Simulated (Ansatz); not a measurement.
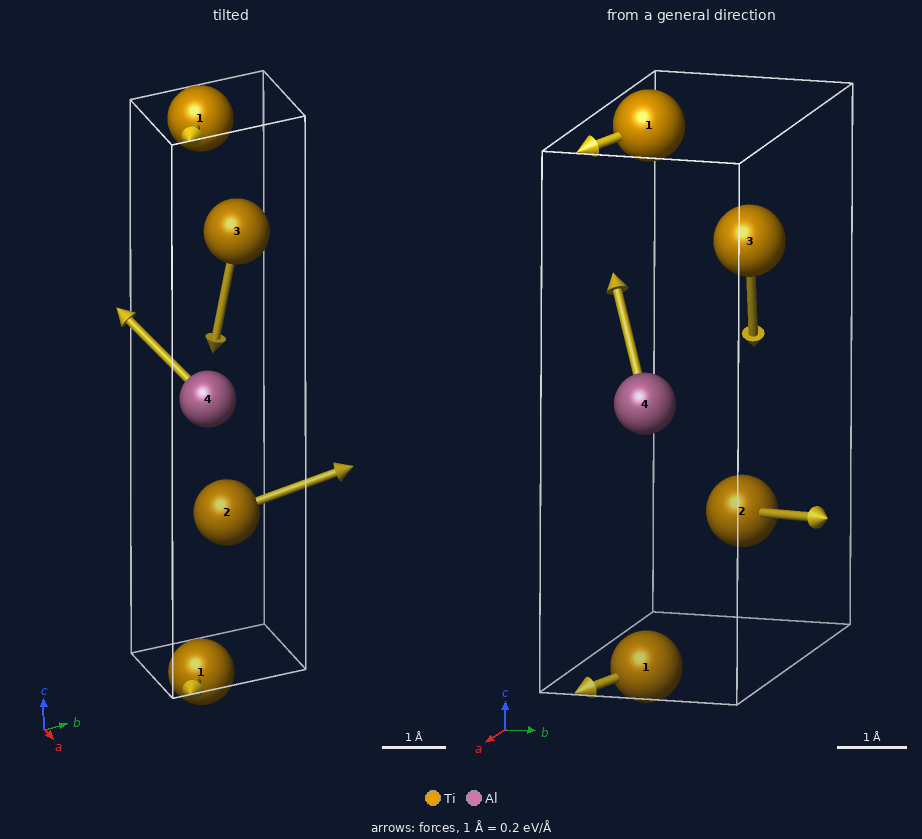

Crystal structure, spheres-only style, seen slightly off an axis and from a general direction. The parallelepiped is the cell (the run's own, in a reduced setting). The arrows are the computed forces on the atoms.

System: Ti$_{3}$Al. Computed with DFT PBEsol, scalar-relativistic, plane waves, PAW (Ansatz). Settings: plane waves up to 420 eV, k-points about 0.18 Å⁻¹ apart, Gaussian smearing of 0.1 eV, no spin polarisation.

> Are the forces small enough to call this converged?

No. The atoms still feel forces of up to about 0.34 eV/Å, far above a usual threshold of 0.01 to 0.03 eV/Å.

> Mean force by element?

Mean magnitudes: about Ti 0.28 eV/Å, Al 0.33 eV/Å.

Origin of the cell: a structure listed in the Materials Project. The cell was then strained or its atoms displaced on purpose. It went into a calculation with Ansatz.
